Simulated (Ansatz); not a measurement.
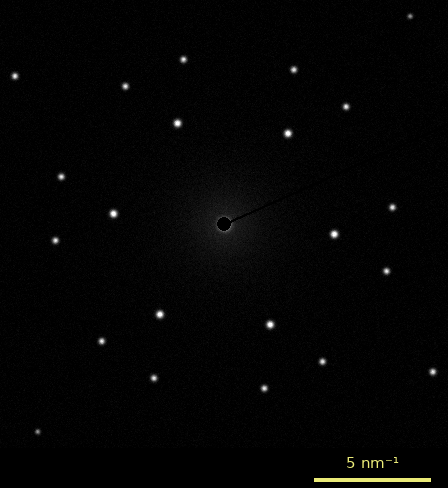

The pattern is a kinematic simulation for 200 kV electrons (no multiple scattering; isotropic B = 1 Å²).

Phase: W, space group Pm-3n (No. 223), a = 5.099 Å. Structure: the input geometry of an electronic-structure calculation (not necessarily at equilibrium).

> Determine the zone axis from the geometry of the pattern.

The spots form a hexagonal net with both shortest vectors at d = 3.61 Å, 60.0° apart. They index as -1 0 1 (itself too weak to see) and 0 -1 1 (itself too weak to see), so the zone axis is [111] (or an equivalent direction of <111>).

> Which reflections of this zone are missing, and why?

Reflections such as 0 1 -1, 1 -1 0, 1 0 -1 are allowed but too weak to see at this display level.
